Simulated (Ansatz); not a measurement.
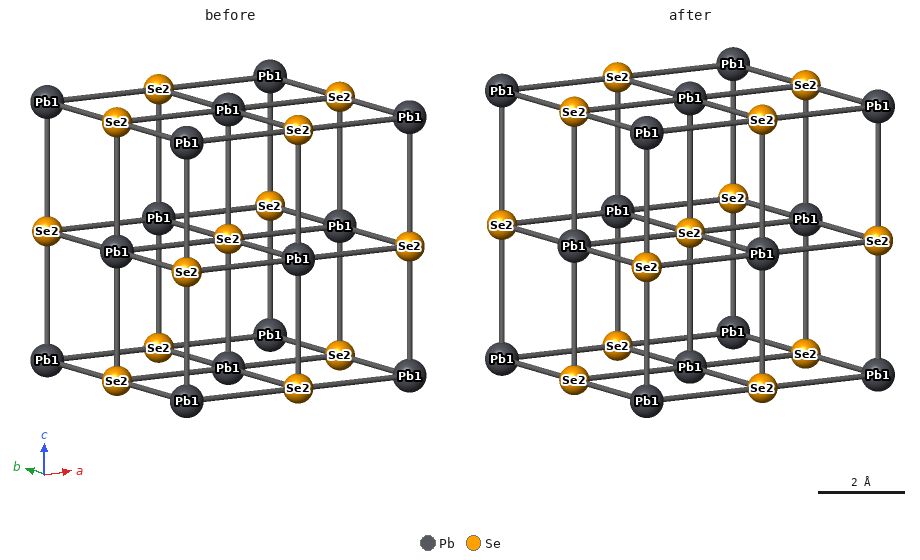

Left: a symmetric starting cell of PbSe (made from another compound by putting Pb in place of Sn). Right: the same structure after one change, at the same scale. A ball-and-stick model of the conventional cell (4 times the calculation's cell), seen from a free direction. Lengths and directions refer to the drawn axes.

The calculation used DFT PBE, scalar-relativistic, plane waves, PAW in Ansatz. Set-up: plane-wave cutoff 420 eV; k-point mesh 10 × 10 × 10; occupations gaussian; smearing width 0.02 eV; no spin polarisation.

**What distinguishes the right structure from the left one?**

All lengths are scaled by +3.8 % (volume +11.8 %), the atoms keeping their fractional coordinates. No relaxation follows. The starting cell wasn't computed here and needn't be at equilibrium, so pressure and forces aren't due to the change alone.

**And its effect?**

Near-neighbour distances before and after: Pb–Se 3.059 → 3.175 Å. The space group stays Fm-3m (No. 225). The pressure is −2.6 GPa (not all of it need come from the change, since the unchanged cell can be under pressure at this level too). All forces vanish by symmetry.
